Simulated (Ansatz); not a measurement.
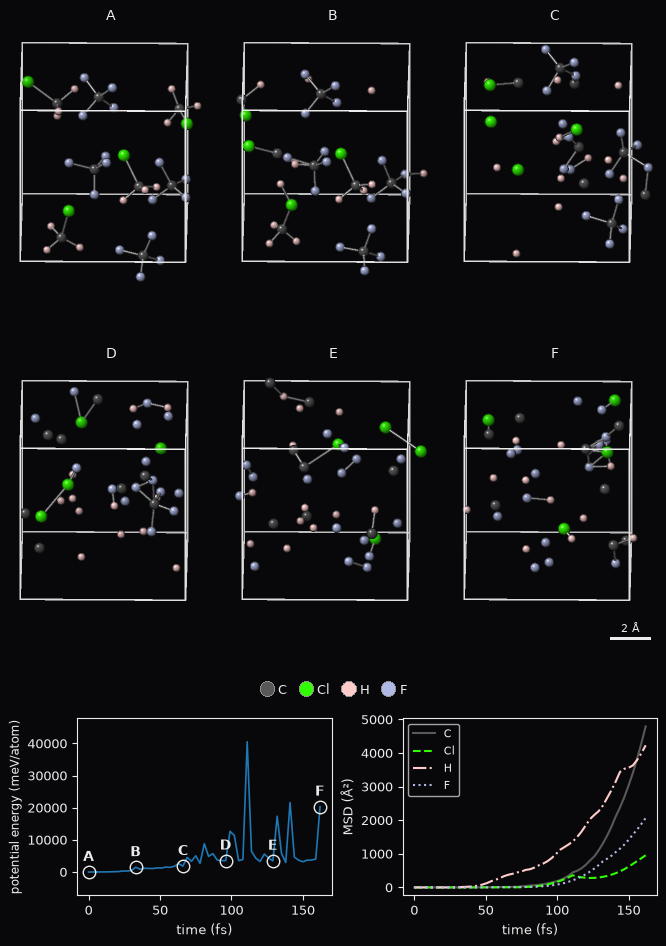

A Born-Oppenheimer molecular dynamics run of a periodic cell with 4 CH3Cl + 4 CF4 at 1.571 g/cm³, of which 162 fs are on record. It starts from the last geometry of an earlier run, with fresh velocities. Frames (A at 0 fs, B at 33 fs, C at 66 fs, D at 96 fs, E at 129 fs, F at 162 fs) and the history of the run. A ball-and-stick model of the simulation cell, seen from a free direction. Atoms that leave the cell re-enter on the other side.

These are results of DFT LDA, scalar-relativistic, plane waves, PAW in Ansatz 0.2.0, not measurements. Settings: plane-wave cutoff 420 eV; k-point mesh 1 × 1 × 1; Fermi-Dirac smearing 0.02 eV; constant energy (NVE); velocities drawn for 500 K; time step 3 fs.

**What happens in this trajectory?**

The temperature peaks at 159048036 K, at 162 fs, and is 159048036 K at the end. In the second half of the run the atoms are, in the root-mean-square, this far from where they began (common drift taken out): H 45.84 Å, C 36.72 Å, F 25.54 Å, Cl 18.69 Å. The total energy moves between 0 and 2e+07 meV per atom from its start, in jumps that begin near 111 fs. The integration has failed. The time step of 3 fs is long for the fastest vibrations here (lightest element hydrogen). The run stopped early, after 54 steps, because a step didn't converge.

Limits of the set-up: the periodic images lie only 8.4 Å apart, so the values are limited by the cell's size.

The run took 21 min on 1 thread of Arm Neoverse V1, on a shared host, peak memory 0.61 GiB.
